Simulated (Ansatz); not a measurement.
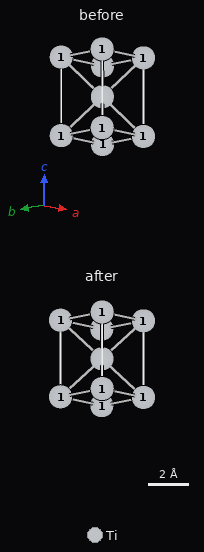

The structure of a crystal of Ti (set up in Immm) before (top) and after (bottom) a relaxation, at one scale.

A ball-and-stick model of the cell of the calculation, seen from a free direction.

Case: uniaxial strain along a of +4.0 %; b, c and atoms relaxed.

Theory: Ansatz, DFT r2SCAN, scalar-relativistic, plane waves, PAW. Settings: plane-wave cutoff 500 eV; k-point mesh 18 × 18 × 12; occupations gaussian; smearing width 0.1 eV; no spin polarisation; cell relaxed at fixed a, angles; force threshold 0.008 eV/Å; at most 40 steps.

Describe what moved and what it gained.

After 4 accepted moves (5 points after the start) the energy has fallen by 2.9 meV per atom. All forces vanish by symmetry, so only the cell relaxes. The pressure goes from −2.08 to −1.29 GPa. At 1 point the geometry stayed and the basis and grid were re-selected for the new cell (energy shift of 0.1 meV per atom at most each time). The atoms keep their places relative to the cell (all moves are under 0.005 Å). The volume changes by −0.8 %, with a unchanged at 3.023 Å, b 2.877 → 2.929 Å (+1.8 %), c 4.069 → 3.967 Å (−2.5 %). Among the contacts that change: Ti–Ti 2.877 → 2.929 Å, Ti–Ti 2.914 → 2.892 Å. The space group stays Immm (No. 71). Cost: 8.9 min on 1 thread of Intel(R) Xeon(R) Processor @ 2.50GHz (Skylake/Cascade Lake), on a shared host, peak memory 0.82 GiB.
